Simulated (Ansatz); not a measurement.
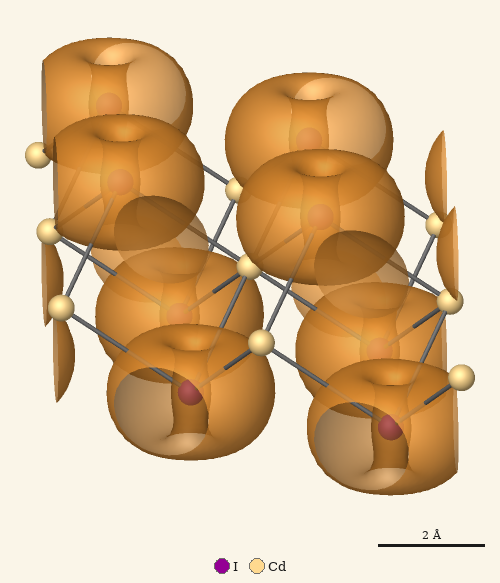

Density of all states between −1.50 and 0.00 eV (zero: the middle of the gap) of monolayer CdI2: orange isosurface at 1.2 × 10⁻² e/Å³, seen from the side, tilted.

The picture shows the smooth PAW orbitals' density alone; the shares below count all of it.

Level of theory: DFT PBE+D3(BJ), scalar-relativistic, plane waves, PAW (Ansatz). Cutoff 420 eV, 24 × 24 k-points, Gaussian smearing 0.05 eV, dipole correction. No spin polarisation. Spin–orbit coupling is left out; with I it can shift levels and gaps. The run couldn't confirm all of its levels under its output density. The run warns that the functional's potential is rough in the thin density of the vacuum, where the tip is; weak contrasts and barriers may feel it.

**Where in the slab do these states sit?**

The window holds 1 state per cell. Shares by plane (space cut midway between planes), top to bottom: I 46 %, Cd 9 %, I 46 %; the outer planes' shares include the vacuum, and density in a gap between layers is shared out between the planes on either side.
